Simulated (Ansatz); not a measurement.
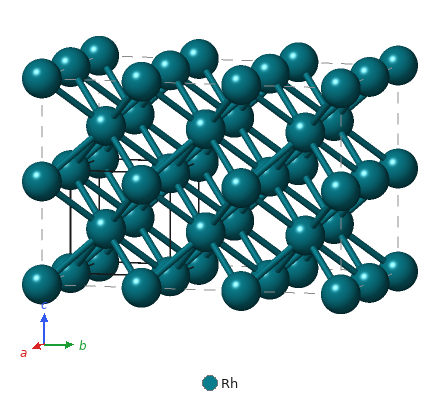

Rh (Im-3m, No. 229): the input geometry of an electronic-structure calculation (not necessarily at equilibrium); the starting structure was generated, so it need not be a known form of this composition.

```
CELL_PARAMETERS angstrom
3.07038 0.00000 0.00000
0.00000 3.07038 0.00000
0.00000 0.00000 3.07038
ATOMIC_POSITIONS crystal
Rh 0.00000 0.00000 0.00000
Rh 0.50000 0.50000 0.50000
```

> What will a map of the projected electrostatic potential along [111] show? Computed as the sum of neutral-atom potentials (tabulated electron scattering factors, B = 0.3 Å²) projected along the beam and smoothed by 0.25 Å; brighter is more positive. The display is stretched by a gamma of 0.7; percentages refer to the linear signal.

The columns repeat on a hexagonal net with a repeat of 2.51 Å (plane group p6mm). All columns are alike (Rh). The shortest distance between visible columns is 2.51 Å in projection. Along the beam the structure repeats every 2.66 Å.

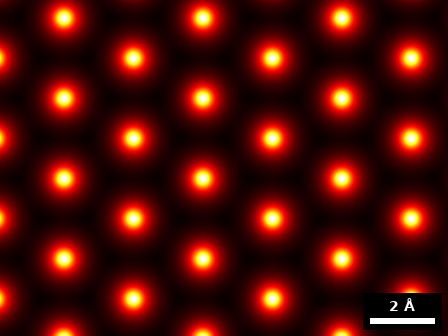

The simulated image.

> What mean inner potential do neutral atoms give for this crystal?

About 31 V (the sum of the forward scattering factors over the cell volume; bonding usually lowers the true value).
